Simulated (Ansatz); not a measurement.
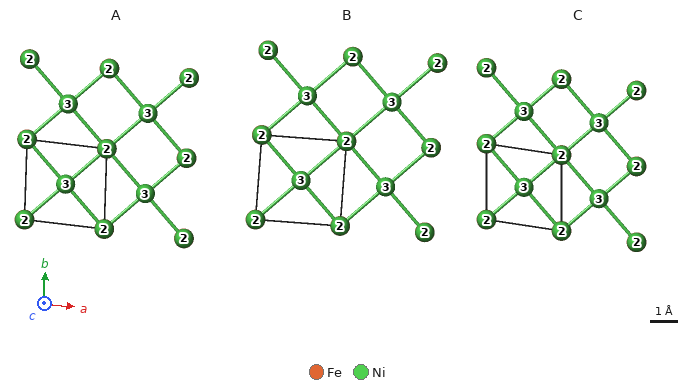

3 geometries from one relaxation of a crystal of FeNi₂ (a generated structure, set up in Cmmm) (coarse preliminary run), in shuffled order. The picture is a ball-and-stick view of the cell of the calculation, repeated 2 × 2 × 1 with one cell outlined, seen along the c axis.

Theory: DFT PBE, scalar-relativistic, plane waves, PAW in Ansatz. Settings: plane-wave cutoff 420 eV; k-point mesh 6 × 6 × 4; occupations gaussian; smearing width 0.1 eV; collinear spin; cell and atoms relaxed; force threshold 0.04 eV/Å; at most 70 steps.

> Put them in the order of the run, from the start to the converged end.

C, A, B. They are steps 0, 2, 10, at +1415 meV per atom, +316 meV per atom relative to the last. After 8 accepted moves (10 points after the start) the energy has fallen by 1415 meV per atom. All forces vanish by symmetry, so only the cell relaxes. Pressure: 111.61 GPa at the start and −0.09 GPa at the end. At 2 points the geometry stayed and the basis and grid were re-selected for the new cell (energy shift of 70.7 meV per atom at most each time). The atoms keep their places relative to the cell (all moves are under 0.005 Å). The volume changes by +47.4 %, with a = b 2.836 → 3.172 Å (+11.9 %), c 3.853 → 4.487 Å (+16.5 %), γ 98.6° → 90.0°. Some distances before and after: Ni–Ni 1.849 → 2.243 Å, Fe–Ni 1.926 → 2.244 Å, Ni–Ni 2.150 → 2.243 Å. The space group (tolerance 0.01 Å) goes from Cmmm (No. 65) to P4/mmm (No. 123).

Limits of the set-up: the k-point mesh is coarse for a cell with partly filled bands.
